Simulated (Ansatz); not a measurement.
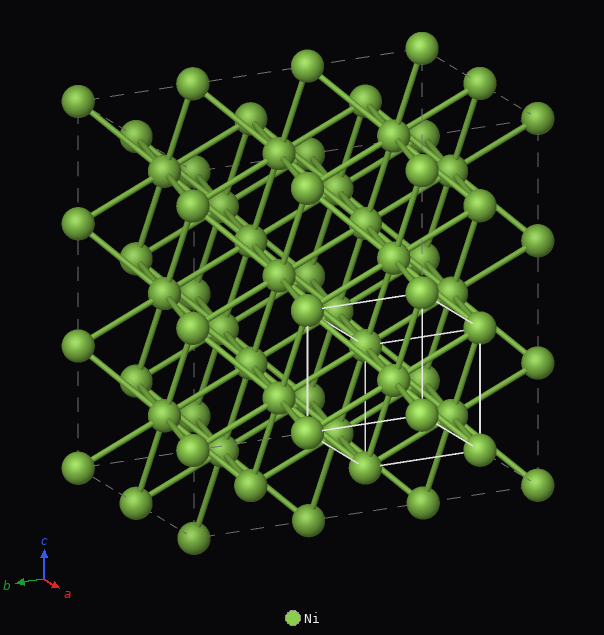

Shown here is a ball-and-stick view of the crystal, taken from a general direction. One conventional unit cell is drawn solid; the view covers 2×3×3 cells.

Characterise what is shown.

The element is nickel. Space group: Im-3m (No. 229). Lattice: body-centred cubic. The arrangement is known as body-centred cubic (W type). The cell holds two atoms. Ni is coordinated by eight Ni in a cubic arrangement. The bonds build a three-dimensional framework.

The model was built from a structure listed in the Materials Project. Relaxation method: Ansatz 0.2.0, DFT r2SCAN, scalar-relativistic, plane waves, PAW.
